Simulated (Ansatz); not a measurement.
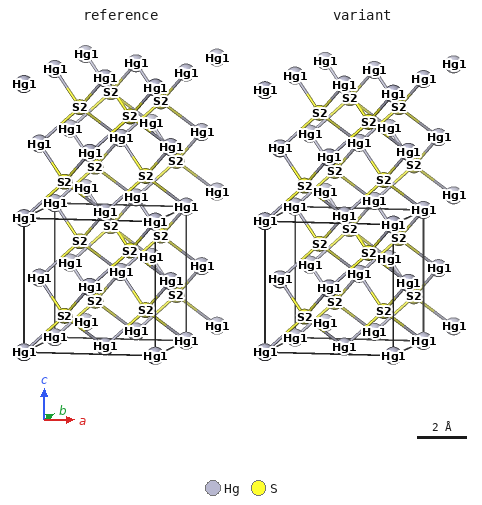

Left: a symmetric starting cell of HgS (made from another compound by putting Hg in place of Zn). Right: the same structure after one change, at the same scale. The picture is a ball-and-stick view of the conventional cell (4 times the calculation's cell), repeated 1 × 2 × 2 with one cell outlined, seen slightly off an axis. Lengths and directions refer to the drawn axes.

Theory: DFT PBEsol, scalar-relativistic, plane waves, PAW (Ansatz 0.2.0). (plane-wave cutoff 420 eV; k-point mesh 14 × 14 × 14; occupations gaussian; smearing width 0.1 eV; no spin polarisation)

Question: What was changed?

Answer: All lengths are scaled by −2.3 % (volume −6.8 %), the atoms keeping their fractional coordinates. No relaxation follows. The starting cell wasn't computed here and needn't be at equilibrium, so pressure and forces aren't due to the change alone.

Question: And its effect?

Answer: Among the bonded contacts that change: Hg–S 2.404 → 2.349 Å. The space group stays F-43m (No. 216). The pressure is 26.0 GPa (not all of it need come from the change, since the unchanged cell can be under pressure at this level too). All forces vanish by symmetry.
